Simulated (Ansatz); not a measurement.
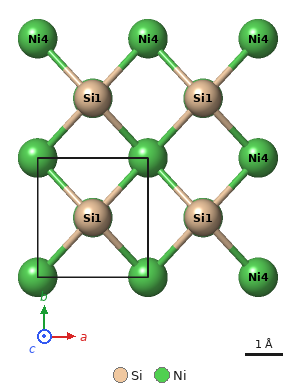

Starting structure of a crystal of SiNi (set up in Pmmn). A ball-and-stick model of the cell of the calculation, repeated 2 × 2 × 1 with one cell outlined, seen along the c axis.

Computed with DFT PBE, scalar-relativistic, plane waves, PAW in Ansatz.

Input file:
```yaml
crystal:
  lattice:
    - [3.02662, 0.0, 0.0]
    - [0.0, 3.2735, 0.0]
    - [0.0, 0.0, 4.69776]
  atoms:
    - { symbol: Si, position: [0.5, 0.5, 0.8423] }
    - { symbol: Si, position: [0.0, 0.0, 0.1577] }
    - { symbol: Ni, position: [0.5, 0.5, 0.34422] }
    - { symbol: Ni, position: [0.0, 0.0, 0.65578] }
basis:
  ecutwfc: 420
kpoints:
  mp_grid: { grid: [14, 12, 10] }
hamiltonian:
  xc: pbe
scf:
  occupations: { method: gaussian, width: 0.1 }
output:
  forces: true
  stress: true
  eigenvalues: true
  write_density: true
  write_potential: true
  elf: true
  volumetric_format: npy
relax:
  adjacent_minimum: "off"
  f_tol: 0.005
  max_steps: 80
  cell: { stress_tol: 0.05 }
```

Command:
```bash
ansatz run input.yaml --threads 2 --pin off --max-ram 7168MiB --backend cpu --events-out ev --progress --plain --runs-dir out
```

Q: Predict the outcome.

A: The largest moves relative to the cell, 0.009 Å, are those of Ni3 and Ni4. Ni4 goes along +c. By element the largest moves are Ni 0.009 Å, Si 0.004 Å. Cell: a 3.027 → 3.055 Å (+0.9 %), b 3.273 → 3.258 Å (−0.5 %), c 4.698 → 4.709 Å (+0.2 %). Volume +0.7 %. Among the contacts that change: Si1–Ni3 2.340 → 2.359 Å, Si1–Ni3 (another image) 2.358 → 2.351 Å. The space group stays Pmmn (No. 59). The energy falls by 0.8 meV per atom in 3 accepted moves (4 points after the start). Largest force component: 0.13 eV/Å at the start, 0.0017 eV/Å at the end. Pressure: 1.12 GPa at the start and −0.02 GPa at the end. At 1 point the geometry stayed and the basis and grid were re-selected for the new cell (energy shift of less than 0.05 meV per atom at most each time).

History of the run:

```csv
step,"E − E(0), meV/atom","largest force component, eV/Å","pressure, GPa","volume, Å³/atom",note
0,0.00,0.1251,1.12,11.636,
1,-0.48,0.0780,0.48,11.682,
2,-0.77,0.0024,-0.06,11.724,
3,-0.78,0.0016,-0.02,11.721,
4,-0.80,0.0017,-0.02,11.721,"same geometry, new basis"
```

After the run, drawn alike:

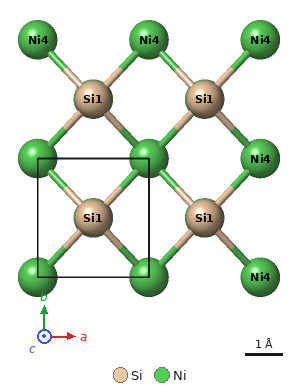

Limits of the set-up: an element that often carries a moment was run without spin polarisation.
